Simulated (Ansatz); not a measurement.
The Ansatz input:

```
crystal:
  lattice:
    - [2.6129658906, -2.6281198526, 0.0]
    - [2.6129658906, 2.6281198526, 0.0]
    - [0.0, 0.0, 4.9657113341]
  atoms:
    - { symbol: Rb, position: [0.0, 0.0, 0.0] }
    - { symbol: H, position: [0.5, 0.5, 0.2876473655] }
    - { symbol: H, position: [0.5, 0.5, 0.5] }
    - { symbol: H, position: [0.5, 0.5, 0.7123526345] }
basis:
  ecutwfc: 420
kpoints:
  mp_grid: { grid: [8, 8, 6] }
  band_path:
    path:
      - [[0.0, 0.0, 0.0], [-0.5, 0.5, 0.0], [-0.49712527, 0.50287473, 0.0]]
      - [[0.49712527, 0.49712527, 0.0], [0.0, 0.0, 0.0], [0.0, 0.0, 0.5], [0.49712527, 0.49712527, 0.5]]
      - [[-0.49712527, 0.50287473, 0.5], [-0.5, 0.5, 0.5], [-0.5, 0.5, 0.0]]
      - [[0.0, 0.0, 0.0], [0.0, 0.5, 0.0], [0.0, 0.5, 0.5], [0.0, 0.0, 0.5], [-0.5, 0.5, 0.5]]
    npoints: 14
hamiltonian:
  xc: pbe
scf:
  occupations: { method: gaussian, width: 0.02 }
  n_extra_bands: 10
output:
  forces: true
  stress: true
  eigenvalues: true
  populations: true
  dos: { projected: true, de: 0.02, nscf_kmesh: { grid: [12, 12, 9] } }
  bader: true
  write_density: true
  write_potential: true
  elf: true
  volumetric_format: npy
```

Launched with:
```bash
ansatz run input.yaml --threads 1 --pin off --max-ram 2048MiB --backend cpu --events-out ev --progress --plain --runs-dir out
```

What does the calculation give for the electronic structure?

There is a gap; over the k points computed it is 1.82 eV. By projected weight, the top eV of the valence band is H almost alone; the bottom eV of the conduction band is Rb (85 %) and H (15 %). The upper group of valence states starts about 2.4 eV under the valence-band top (which lies at −0.9 eV on this axis), with a gap beneath it; it holds about 2 electrons a cell.

The structure is an invented one, so it need not be a known or stable phase.

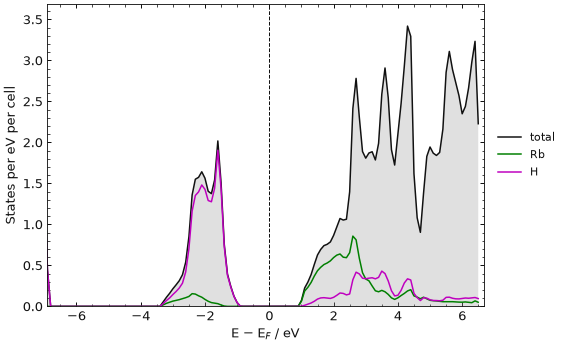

Density of states. Energies are counted from the Fermi level. The partial curves are projected on Löwdin-orthogonalised atomic shells; they sum to less than the total at higher energies, where shells without a projector contribute.
